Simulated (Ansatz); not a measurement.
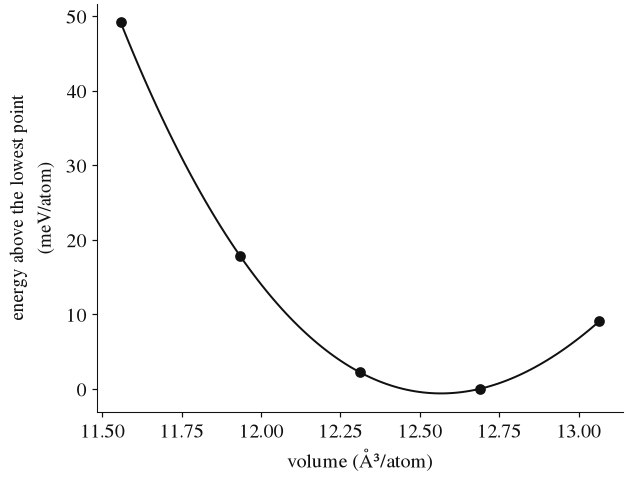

Plotted: energy above the lowest point against volume for EuO₂, space group Fm-3m (No. 225) (one of a set of cubic test structures, which need not be the stable phase).

Calculation (Ansatz 0.2.0 development build): equation of state of a cubic crystal from periodic Kohn-Sham density functional theory without spin, third-order Birch-Murnaghan fit to the free energies; pressure corrected for the finite basis. Level: r2SCAN.

```json
{"setting": "structure type", "value": "fluorite"}
{"setting": "atoms in cell", "value": "3"}
{"setting": "space group number", "value": "225"}
{"setting": "lattice centring", "value": "face-centred primitive"}
{"setting": "k mesh", "value": "11×11×11"}
{"setting": "occupation method", "value": "Fermi–Dirac"}
{"setting": "occupation width", "value": "0.1 eV"}
{"setting": "wave cutoff", "value": "700 eV"}
{"setting": "datasets", "value": "hard PAW"}
{"setting": "density tolerance", "value": "1e-09 eV"}
{"setting": "bands", "value": "27"}
{"setting": "density cutoff ratio", "value": "4"}
{"setting": "search for lower states", "value": "default"}
{"setting": "xc grid level", "value": "2"}
```

From this curve and the settings, what does the calculation give for the pressure at the same points?

The pressure falls from 17.1 GPa at volume 11.56 Å³/atom to −6.0 GPa at 13.07 Å³/atom, and changes sign near 12.57 Å³/atom.

```
volume (Å³/atom)  pressure (GPa)
           11.56            17.1
           11.93             9.8
           12.31             3.6
           12.69            -1.6
           13.07            -6.0
```

Caveats: cubic model structure, not the ambient form; open f shell treated without spin; open f shell, state may not be the lowest; pseudopotentials made with PBE, not this functional.
